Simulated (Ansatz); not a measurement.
# Rhenium, hcp under PBE: convergence with the Methfessel-Paxton smearing

A convergence test of the Methfessel-Paxton smearing width. The geometry was relaxed under PBE beforehand and stays fixed; 7 values are run, from 0.01 to 1.0 eV. Wanted are the values from which on the energy stays within 10 and 1 meV/atom, and the pressure within 0.5 GPa, of the narrowest run. Within the series other settings stay, but some runs also write fields, which adds to their time. Spin polarisation is left out.

Method: DFT PBE, plane waves with PAW, scalar-relativistic, in Ansatz 0.2.0.

### 1 Starting point

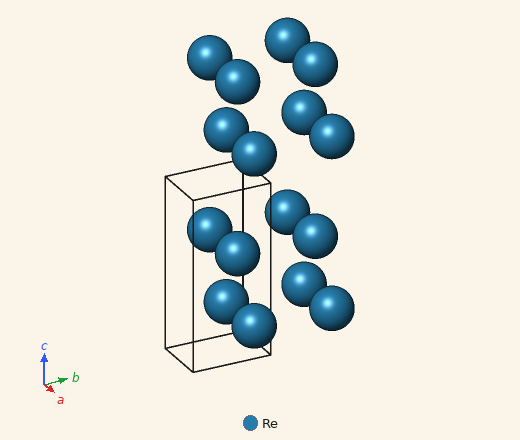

Start, viewed slightly off an axis; rhenium blue. 2×2×2 cells are drawn. Any atoms on the faces are drawn again on the opposite ones.

Structure file:

```
Re
1.0
     2.77687    0.00000    0.00000
    -1.38844    2.40484    0.00000
     0.00000    0.00000    4.47881
Re
2
Cartesian
  0.0000 1.6032 1.1197
  1.3884 0.8016 3.3591
```

### 2 Run at 0.01 eV

The run at 0.01 eV.

File input.yaml:

```yaml
crystal:
  lattice:
    - [2.7768706464, 0.0, 0.0]
    - [-1.3884353232, 2.4048405228, 0.0]
    - [0.0, 0.0, 4.4788142384]
  atoms:
    - { symbol: Re, position: [0.3333333333, 0.6666666667, 0.25] }
    - { symbol: Re, position: [0.6666666667, 0.3333333333, 0.75] }
hamiltonian:
  xc: pbe
  pseudopotentials:
    kind: paw
    azcp:
      Re: "pseudopotentials/Re.paw.azcp"
basis:
  ecutwfc: 420
  fft_grid_basis: typed
kpoints:
  mp_grid: { grid: [13, 13, 7], shift: [0, 0, 0] }
magnetization:
  spin_polarized: false
scf:
  occupations: { method: methfessel_paxton, width: 0.01 }
  lower_state_search: "off"
output:
  stress: true
```

Launch:

```bash
ansatz run input.yaml --threads 1 --pin off --max-ram 3584MiB --backend cpu --events-out ev --progress --plain --runs-dir out
```

Log, cut to the lines that bear on the results:

```text
[...]
Pseudopotentials: kind: paw
Pseudopotential: Re, paw, valence charge 15, recommended cutoff 420 eV (normal), <dir>
Functional definition: PBE
[...]
Crystal: 2 atoms, lattice volume = 29.909 Å³
Basis set: ecut = 420 eV, 579 PW (Γ)
Bands: 19, of which v1, the nominal top of the filled ones, is band 15 counted from 1 (14 counted from 0)
Symmetry: 24 space group operations
Space group: P63/mmc (ITA 194), of the structure as read, at distance tolerance 3.1e-5 Å
k-points: 84 of 1183
[...]
SCF iter   1: F=—  HF=-21736.148493 eV  |F-HF|=—  |Δ(HF+E_count)|=         —  Δρ=7.92e-3  dr2=6.70e-3  ethr=1.77e-3  ⟨swp⟩=5.9  Hψ=7192  notcnv=0
[...]
SCF iter   5: F=-21736.152317 eV  HF=-21736.152317 eV  |F-HF|=1.22e-8  |Δ(HF+E_count)|=   7.46e-7  S|Δr|=    0.00e0  Δρ=1.40e-5  dr2=3.41e-8  ethr=3.33e-10  ⟨swp⟩=4.1  Hψ=5264  notcnv=0
[...]
SCF converged after 5 iterations
Stability not checked: this state was not tested for a lower state beside it, because cold or Methfessel-Paxton smearing, or corrected tetrahedra, fill the levels in a way that the test cannot read (fill_not_monotonic; see scf.lower_state_search)
Free energy (F): -21736.152317 eV
[...]
E sigma→0 (E₀):  -21736.152313 eV
Entropy (-TS):   -0.000019 eV (-0.009 meV/atom)
Fermi energy:    23.482957 eV
[...]
--- Stress (GPa, compression-positive) ---
       -0.309039       0.000000       0.000000
        0.000000      -0.309039       0.000000
        0.000000       0.000000       0.141317
  P = ⅓ Tr σ = -0.1589 GPa (-1.589 kbar)
```

It took 2.1 s on 1 thread of Intel Xeon Platinum 8259CL at 2.50GHz (Skylake/Cascade Lake), shared host; peak memory 0.5 GiB.

### 3 Run at 0.03 eV

The run at 0.03 eV.

Edit input.yaml of step 2 so:

```diff
@@ -22,3 +22,3 @@
 scf:
-  occupations: { method: methfessel_paxton, width: 0.01 }
+  occupations: { method: methfessel_paxton, width: 0.03 }
   lower_state_search: "off"
```

Launch:

```bash
ansatz run input.yaml --threads 1 --pin off --max-ram 3584MiB --backend cpu --events-out ev --progress --plain --runs-dir out
```

Log, cut to the lines that bear on the results:

```text
[...]
[... 3 set-up lines as earlier in the session ...]
[...]
Crystal: 2 atoms, lattice volume = 29.909 Å³
Basis set: ecut = 420 eV, 579 PW (Γ)
Bands: 19, of which v1, the nominal top of the filled ones, is band 15 counted from 1 (14 counted from 0)
[... 2 set-up lines as earlier in the session ...]
k-points: 84 of 1183
[...]
SCF iter   1: F=—  HF=-21736.148583 eV  |F-HF|=—  |Δ(HF+E_count)|=         —  Δρ=7.91e-3  dr2=6.59e-3  ethr=1.77e-3  ⟨swp⟩=5.7  Hψ=7156  notcnv=0
[...]
SCF iter   5: F=-21736.152391 eV  HF=-21736.152391 eV  |F-HF|=1.90e-9  |Δ(HF+E_count)|=   5.88e-8  S|Δr|=    0.00e0  Δρ=5.91e-6  dr2=2.77e-9  ethr=2.69e-10  ⟨swp⟩=2.0  Hψ=5336  notcnv=0
[...]
SCF converged after 5 iterations
Stability not checked: this state was not tested for a lower state beside it, because cold or Methfessel-Paxton smearing, or corrected tetrahedra, fill the levels in a way that the test cannot read (fill_not_monotonic; see scf.lower_state_search)
Free energy (F): -21736.152391 eV
[...]
E sigma→0 (E₀):  -21736.152375 eV
Entropy (-TS):   -0.000062 eV (-0.031 meV/atom)
Fermi energy:    23.490607 eV
[...]
--- Stress (GPa, compression-positive) ---
       -0.258251      -0.000000       0.000000
        0.000000      -0.258251       0.000000
        0.000000       0.000000      -0.078047
  P = ⅓ Tr σ = -0.1982 GPa (-1.982 kbar)
```

Run time: 4 s. Hardware: 1 thread of Intel Xeon Platinum 8259CL at 2.50GHz (Skylake/Cascade Lake), shared host; peak memory 0.51 GiB.

### 4 Run at 0.1 eV

The run at 0.1 eV.

Edit input.yaml of step 3 so:

```diff
@@ -22,3 +22,3 @@
 scf:
-  occupations: { method: methfessel_paxton, width: 0.03 }
+  occupations: { method: methfessel_paxton, width: 0.1 }
   lower_state_search: "off"
@@ -26 +26,5 @@
   stress: true
+  write_density: true
+  write_potential: true
+  elf: true
+  volumetric_format: npy
```

Launch:

```bash
ansatz run input.yaml --threads 1 --pin off --max-ram 3584MiB --backend cpu --events-out ev --progress --plain --runs-dir out
```

Log, cut to the lines that bear on the results:

```text
[...]
[... 3 set-up lines as earlier in the session ...]
[...]
Crystal: 2 atoms, lattice volume = 29.909 Å³
Basis set: ecut = 420 eV, 579 PW (Γ)
Bands: 19, of which v1, the nominal top of the filled ones, is band 15 counted from 1 (14 counted from 0)
[... 2 set-up lines as earlier in the session ...]
k-points: 84 of 1183
[...]
SCF iter   1: F=—  HF=-21736.148692 eV  |F-HF|=—  |Δ(HF+E_count)|=         —  Δρ=7.94e-3  dr2=6.77e-3  ethr=1.77e-3  ⟨swp⟩=5.0  Hψ=7007  notcnv=0
[...]
SCF iter   5: F=-21736.152441 eV  HF=-21736.152441 eV  |F-HF|=5.48e-9  |Δ(HF+E_count)|=   3.62e-8  S|Δr|=    0.00e0  Δρ=9.70e-6  dr2=1.59e-8  ethr=3.33e-10  ⟨swp⟩=8.9  Hψ=10438  notcnv=0
[...]
SCF converged after 5 iterations
Stability not checked: this state was not tested for a lower state beside it, because cold or Methfessel-Paxton smearing, or corrected tetrahedra, fill the levels in a way that the test cannot read (fill_not_monotonic; see scf.lower_state_search)
Free energy (F): -21736.152441 eV
[...]
E sigma→0 (E₀):  -21736.152375 eV
Entropy (-TS):   -0.000263 eV (-0.131 meV/atom)
Fermi energy:    23.502252 eV
[...]
--- Stress (GPa, compression-positive) ---
       -0.255697       0.000000       0.000000
       -0.000000      -0.255697       0.000000
        0.000000       0.000000      -0.267474
  P = ⅓ Tr σ = -0.2596 GPa (-2.596 kbar)
--- Band table (eV; the first three rows and the last of 84) ---
  k-point 0: bands = ["-56.2396", "-56.1243", "-18.7189", "-17.7240", "-17.7240", "-17.5561", "-17.5561", "-17.5286", "13.7857", "17.0316", "22.0055", "22.0055", "22.0242", "22.8263", "22.8263", "23.7273", "23.7273", "24.1287", "26.8480"]
[...]
```

Wall time 4.3 s (1 thread of Intel Xeon Platinum 8259CL at 2.50GHz (Skylake/Cascade Lake), shared host); peak memory 0.51 GiB.

### 5 Run at 0.2 eV

The run at 0.2 eV.

Edit input.yaml of step 4 so:

```diff
@@ -22,3 +22,3 @@
 scf:
-  occupations: { method: methfessel_paxton, width: 0.1 }
+  occupations: { method: methfessel_paxton, width: 0.2 }
   lower_state_search: "off"
```

Launch:

```bash
ansatz run input.yaml --threads 1 --pin off --max-ram 3584MiB --backend cpu --events-out ev --progress --plain --runs-dir out
```

Log, cut to the lines that bear on the results:

```text
[...]
[... 3 set-up lines as earlier in the session ...]
[...]
Crystal: 2 atoms, lattice volume = 29.909 Å³
Basis set: ecut = 420 eV, 579 PW (Γ)
Bands: 19, of which v1, the nominal top of the filled ones, is band 15 counted from 1 (14 counted from 0)
[... 2 set-up lines as earlier in the session ...]
k-points: 84 of 1183
[...]
SCF iter   1: F=—  HF=-21736.148983 eV  |F-HF|=—  |Δ(HF+E_count)|=         —  Δρ=7.93e-3  dr2=6.87e-3  ethr=1.77e-3  ⟨swp⟩=5.1  Hψ=6950  notcnv=0
[...]
SCF iter   5: F=-21736.152474 eV  HF=-21736.152474 eV  |F-HF|=7.00e-9  |Δ(HF+E_count)|=   6.72e-8  S|Δr|=    0.00e0  Δρ=9.20e-6  dr2=1.60e-8  ethr=3.33e-10  ⟨swp⟩=8.8  Hψ=10408  notcnv=0
[...]
SCF converged after 5 iterations
Stability not checked: this state was not tested for a lower state beside it, because cold or Methfessel-Paxton smearing, or corrected tetrahedra, fill the levels in a way that the test cannot read (fill_not_monotonic; see scf.lower_state_search)
Free energy (F): -21736.152474 eV
[...]
E sigma→0 (E₀):  -21736.152614 eV
Entropy (-TS):   0.000561 eV (0.281 meV/atom)
Fermi energy:    23.521873 eV
[...]
--- Stress (GPa, compression-positive) ---
       -0.345399      -0.000000       0.000000
        0.000000      -0.345399       0.000000
        0.000000       0.000000      -0.155968
  P = ⅓ Tr σ = -0.2823 GPa (-2.823 kbar)
--- Band table (eV; the first three rows and the last of 84) ---
  k-point 0: bands = ["-56.2380", "-56.1227", "-18.7187", "-17.7220", "-17.7220", "-17.5540", "-17.5540", "-17.5284", "13.7858", "17.0325", "22.0069", "22.0069", "22.0246", "22.8279", "22.8279", "23.7275", "23.7275", "24.1280", "26.8483"]
[...]
```

It took 4.1 s on 1 thread of Intel Xeon Platinum 8259CL at 2.50GHz (Skylake/Cascade Lake), shared host; peak memory 0.5 GiB.

### 6 Run at 0.3 eV

The run at 0.3 eV.

Edit input.yaml of step 5 so:

```diff
@@ -22,3 +22,3 @@
 scf:
-  occupations: { method: methfessel_paxton, width: 0.2 }
+  occupations: { method: methfessel_paxton, width: 0.3 }
   lower_state_search: "off"
@@ -26,5 +26 @@
   stress: true
-  write_density: true
-  write_potential: true
-  elf: true
-  volumetric_format: npy
```

Launch:

```bash
ansatz run input.yaml --threads 1 --pin off --max-ram 3584MiB --backend cpu --events-out ev --progress --plain --runs-dir out
```

Log, cut to the lines that bear on the results:

```text
[...]
[... 3 set-up lines as earlier in the session ...]
[...]
Crystal: 2 atoms, lattice volume = 29.909 Å³
Basis set: ecut = 420 eV, 579 PW (Γ)
Bands: 19, of which v1, the nominal top of the filled ones, is band 15 counted from 1 (14 counted from 0)
[... 2 set-up lines as earlier in the session ...]
k-points: 84 of 1183
[...]
SCF iter   1: F=—  HF=-21736.148261 eV  |F-HF|=—  |Δ(HF+E_count)|=         —  Δρ=7.83e-3  dr2=6.55e-3  ethr=1.77e-3  ⟨swp⟩=5.1  Hψ=6940  notcnv=0
[...]
SCF iter   5: F=-21736.151603 eV  HF=-21736.151603 eV  |F-HF|=6.61e-9  |Δ(HF+E_count)|=   1.03e-7  S|Δr|=    0.00e0  Δρ=7.86e-6  dr2=1.29e-8  ethr=3.33e-10  ⟨swp⟩=4.0  Hψ=5165  notcnv=0
[...]
SCF converged after 5 iterations
Stability not checked: this state was not tested for a lower state beside it, because cold or Methfessel-Paxton smearing, or corrected tetrahedra, fill the levels in a way that the test cannot read (fill_not_monotonic; see scf.lower_state_search)
Free energy (F): -21736.151603 eV
[...]
E sigma→0 (E₀):  -21736.152727 eV
Entropy (-TS):   0.004495 eV (2.247 meV/atom)
Fermi energy:    23.532038 eV
[...]
--- Stress (GPa, compression-positive) ---
       -0.344668       0.000000       0.000000
       -0.000000      -0.344668       0.000000
        0.000000       0.000000       0.007321
  P = ⅓ Tr σ = -0.2273 GPa (-2.273 kbar)
```

It took 2.6 s on 1 thread of Intel Xeon Platinum 8259CL at 2.50GHz (Skylake/Cascade Lake), shared host; peak memory 0.5 GiB.

### 7 Run at 0.6 eV

The run at 0.6 eV.

Edit input.yaml of step 6 so:

```diff
@@ -22,3 +22,3 @@
 scf:
-  occupations: { method: methfessel_paxton, width: 0.3 }
+  occupations: { method: methfessel_paxton, width: 0.6 }
   lower_state_search: "off"
```

Launch:

```bash
ansatz run input.yaml --threads 1 --pin off --max-ram 3584MiB --backend cpu --events-out ev --progress --plain --runs-dir out
```

Log, cut to the lines that bear on the results:

```text
band count auto-derived: 20 (N_el = 30.0; filled up to band 15; 19 by the electrons, moments and atoms)
[...]
[... 3 set-up lines as earlier in the session ...]
[...]
Crystal: 2 atoms, lattice volume = 29.909 Å³
Basis set: ecut = 420 eV, 579 PW (Γ)
Bands: 20, of which v1, the nominal top of the filled ones, is band 15 counted from 1 (14 counted from 0)
[... 2 set-up lines as earlier in the session ...]
k-points: 84 of 1183
[...]
SCF iter   1: F=—  HF=-21736.141405 eV  |F-HF|=—  |Δ(HF+E_count)|=         —  Δρ=7.62e-3  dr2=5.68e-3  ethr=1.77e-3  ⟨swp⟩=5.1  Hψ=7219  notcnv=0
[...]
SCF iter   5: F=-21736.144955 eV  HF=-21736.144955 eV  |F-HF|=5.73e-9  |Δ(HF+E_count)|=   3.09e-8  S|Δr|=    0.00e0  Δρ=8.40e-6  dr2=1.28e-8  ethr=3.33e-10  ⟨swp⟩=4.0  Hψ=5300  notcnv=0
[...]
SCF converged after 5 iterations
Stability not checked: this state was not tested for a lower state beside it, because cold or Methfessel-Paxton smearing, or corrected tetrahedra, fill the levels in a way that the test cannot read (fill_not_monotonic; see scf.lower_state_search)
Free energy (F): -21736.144955 eV
[...]
E sigma→0 (E₀):  -21736.148554 eV
Entropy (-TS):   0.014399 eV (7.199 meV/atom)
Fermi energy:    23.533450 eV
[...]
--- Stress (GPa, compression-positive) ---
       -0.211367       0.000000       0.000000
        0.000000      -0.211367       0.000000
        0.000000       0.000000      -0.136556
  P = ⅓ Tr σ = -0.1864 GPa (-1.864 kbar)
```

Run time: 2.1 s. Hardware: 1 thread of Intel Xeon Platinum 8259CL at 2.50GHz (Skylake/Cascade Lake), shared host; peak memory 0.5 GiB.

### 8 Run at 1.0 eV

The run at 1.0 eV.

Edit input.yaml of step 7 so:

```diff
@@ -22,3 +22,3 @@
 scf:
-  occupations: { method: methfessel_paxton, width: 0.6 }
+  occupations: { method: methfessel_paxton, width: 1.0 }
   lower_state_search: "off"
@@ -26 +26,5 @@
   stress: true
+  write_density: true
+  write_potential: true
+  elf: true
+  volumetric_format: npy
```

Launch:

```bash
ansatz run input.yaml --threads 1 --pin off --max-ram 3584MiB --backend cpu --events-out ev --progress --plain --runs-dir out
```

Log, cut to the lines that bear on the results:

```text
band count auto-derived: 21 (N_el = 30.0; filled up to band 15; 19 by the electrons, moments and atoms)
[...]
[... 3 set-up lines as earlier in the session ...]
[...]
Crystal: 2 atoms, lattice volume = 29.909 Å³
Basis set: ecut = 420 eV, 579 PW (Γ)
Bands: 21, of which v1, the nominal top of the filled ones, is band 15 counted from 1 (14 counted from 0)
[... 2 set-up lines as earlier in the session ...]
k-points: 84 of 1183
[...]
SCF iter   1: F=—  HF=-21736.132388 eV  |F-HF|=—  |Δ(HF+E_count)|=         —  Δρ=7.51e-3  dr2=5.22e-3  ethr=1.77e-3  ⟨swp⟩=5.0  Hψ=7632  notcnv=0
[...]
SCF iter   5: F=-21736.136038 eV  HF=-21736.136038 eV  |F-HF|=5.80e-9  |Δ(HF+E_count)|=   1.24e-7  S|Δr|=    0.00e0  Δρ=9.36e-6  dr2=1.44e-8  ethr=3.33e-10  ⟨swp⟩=8.5  Hψ=10803  notcnv=0
[...]
SCF converged after 5 iterations
Stability not checked: this state was not tested for a lower state beside it, because cold or Methfessel-Paxton smearing, or corrected tetrahedra, fill the levels in a way that the test cannot read (fill_not_monotonic; see scf.lower_state_search)
Free energy (F): -21736.136038 eV
[...]
E sigma→0 (E₀):  -21736.141231 eV
Entropy (-TS):   0.020774 eV (10.387 meV/atom)
Fermi energy:    23.556929 eV
[...]
--- Stress (GPa, compression-positive) ---
        0.041136      -0.000000       0.000000
        0.000000       0.041136       0.000000
        0.000000       0.000000      -0.878485
  P = ⅓ Tr σ = -0.2654 GPa (-2.654 kbar)
--- Band table (eV; the first three rows and the last of 84) ---
  k-point 0: bands = ["-56.2445", "-56.1293", "-18.7196", "-17.7298", "-17.7298", "-17.5620", "-17.5620", "-17.5298", "13.7857", "17.0300", "22.0007", "22.0007", "22.0235", "22.8214", "22.8214", "23.7278", "23.7278", "24.1299", "26.8466", "26.8466", "33.3173"]
[...]
```

Run time: 3.3 s. Hardware: 1 thread of Intel Xeon Platinum 8259CL at 2.50GHz (Skylake/Cascade Lake), shared host; peak memory 0.52 GiB.

### 9 All values side by side

Energies count from the run at 0.01 eV.

```csv
smearing (eV),F (meV/atom),E(σ → 0) (meV/atom),P (GPa),SCF cycles,CPU time
0.01,0.00,0.00,-0.16,5,2.1 s
0.03,-0.04,-0.03,-0.20,5,4 s
0.1,-0.06,-0.03,-0.26,5,4.3 s
0.2,-0.08,-0.15,-0.28,5,4.1 s
0.3,0.36,-0.21,-0.23,5,2.6 s
0.6,3.68,1.88,-0.19,5,2.1 s
1.0,8.14,5.54,-0.27,5,3.3 s
```

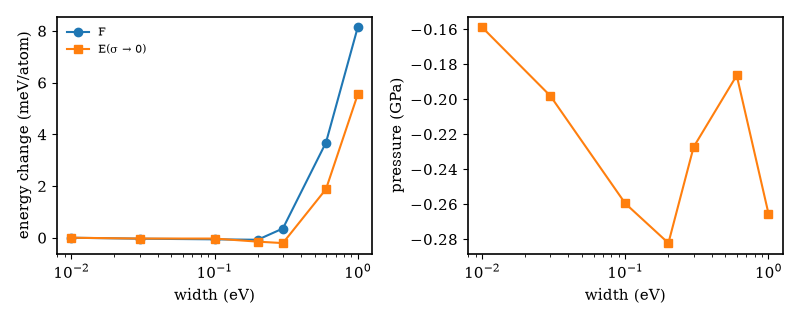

Energy and pressure against the Methfessel-Paxton smearing width.

### 10 What came out

```
                                           quantity                       value
       E(σ → 0) stays within 10 meV/atom of 0.01 eV                up to 1.0 eV
                   E(σ → 0) stays within 1 meV/atom                up to 0.3 eV
                      pressure stays within 0.5 GPa                up to 1.0 eV
                                pressure at 0.01 eV                   -0.16 GPa
energy of a separate run on a finer mesh (21×21×12)  -0.2 meV/atom from 0.01 eV
```

**Reading.** The far end, 1.0 eV, lies +5.5 meV/atom and -0.1 GPa from the yardstick. Over the range F shifts by +8.1 meV/atom, while E(σ → 0) shifts by +5.5. This scheme cancels the term in the square of the width, so F moves little up to 0.2 eV. The mesh (13×13×7) is fixed, so the narrowest widths carry a k-point error of their own. A run on a finer mesh agrees with the yardstick to 1 meV/atom.
